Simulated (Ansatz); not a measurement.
Consider Al32As (cell with a defect).

Input

```
crystal:
  lattice:
    - [8.1, 0.0, 0.0]
    - [0.0, 8.1, 0.0]
    - [0.0, 0.0, 8.1]
  atoms:
    - { symbol: Al, position: [0.5, 0.0, 0.0] }
    - { symbol: Al, position: [0.75, 0.25, 0.0] }
    - { symbol: Al, position: [0.75, 0.0, 0.25] }
    - { symbol: Al, position: [0.0, 0.0, 0.0] }
    - { symbol: Al, position: [0.25, 0.25, 0.0] }
    - { symbol: Al, position: [0.5, 0.5, 0.0] }
    - { symbol: Al, position: [0.75, 0.75, 0.0] }
    - { symbol: Al, position: [0.25, 0.0, 0.25] }
    - { symbol: Al, position: [0.5, 0.25, 0.25] }
    - { symbol: Al, position: [0.75, 0.5, 0.25] }
    - { symbol: Al, position: [0.5, 0.0, 0.5] }
    - { symbol: Al, position: [0.75, 0.25, 0.5] }
    - { symbol: Al, position: [0.75, 0.0, 0.75] }
    - { symbol: Al, position: [0.0, 0.5, 0.0] }
    - { symbol: Al, position: [0.25, 0.75, 0.0] }
    - { symbol: Al, position: [0.0, 0.25, 0.25] }
    - { symbol: Al, position: [0.25, 0.5, 0.25] }
    - { symbol: Al, position: [0.5, 0.75, 0.25] }
    - { symbol: Al, position: [0.0, 0.0, 0.5] }
    - { symbol: Al, position: [0.25, 0.25, 0.5] }
    - { symbol: Al, position: [0.5, 0.5, 0.5] }
    - { symbol: Al, position: [0.75, 0.75, 0.5] }
    - { symbol: Al, position: [0.25, 0.0, 0.75] }
    - { symbol: Al, position: [0.5, 0.25, 0.75] }
    - { symbol: Al, position: [0.75, 0.5, 0.75] }
    - { symbol: Al, position: [0.0, 0.75, 0.25] }
    - { symbol: Al, position: [0.0, 0.5, 0.5] }
    - { symbol: Al, position: [0.25, 0.75, 0.5] }
    - { symbol: Al, position: [0.0, 0.25, 0.75] }
    - { symbol: Al, position: [0.25, 0.5, 0.75] }
    - { symbol: Al, position: [0.5, 0.75, 0.75] }
    - { symbol: Al, position: [0.0, 0.75, 0.75] }
    - { symbol: As, position: [0.0016982, 0.7459887, 0.0048193] }
basis:
  ecutwfc: 420.0
kpoints:
  mp_grid: { grid: [2, 2, 2] }
hamiltonian:
  xc: pbe
  dispersion: d3bj
  pseudopotentials: { kind: paw, azcp: { folder: soft_1 } }
scf:
  occupations: { method: fermi_dirac, width: 0.05 }
  lower_state_search: "off"
relax:
  f_tol: 0.08
  max_steps: 25
  adjacent_minimum: "off"
output:
  write_density: true
  write_potential: true
  elf: true
  volumetric_format: npy
```

Run with:

```sh
ansatz run input.yaml --threads 2 --pin off --max-ram 5120MiB --backend cpu --events-out ev --progress --plain --runs-dir out
```

The fields are those of the run's last geometry, not of the input's.

Computed without spin polarisation; PAW files of the earlier set (soft_1).

Theory: DFT PBE-D3(BJ), scalar-relativistic, plane waves, PAW in Ansatz.

### Predict the valence pseudo-density and electron localisation function between the atoms.

Al–As (2.47 Å): ρ at the midpoint is about 0.4 e/Å³; the ELF peaks at about 0.80 between the atoms.
Al–Al (2.65 Å): the density is about 0.25 e/Å³ at the midpoint; the ELF peaks at about 0.70 between the atoms.
Al–Al (2.70 Å): ρ is about 0.24 e/Å³ halfway; the ELF peaks at about 0.65 between the atoms.

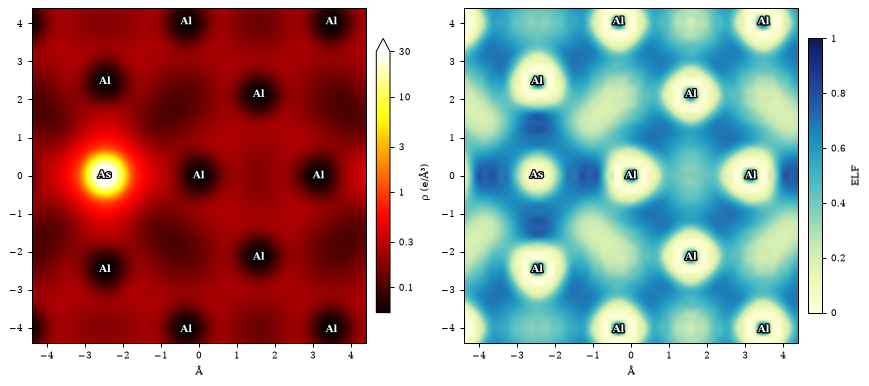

Computed valence pseudo-density and electron localisation function on the (100) plane of the calculation cell, in this order. 
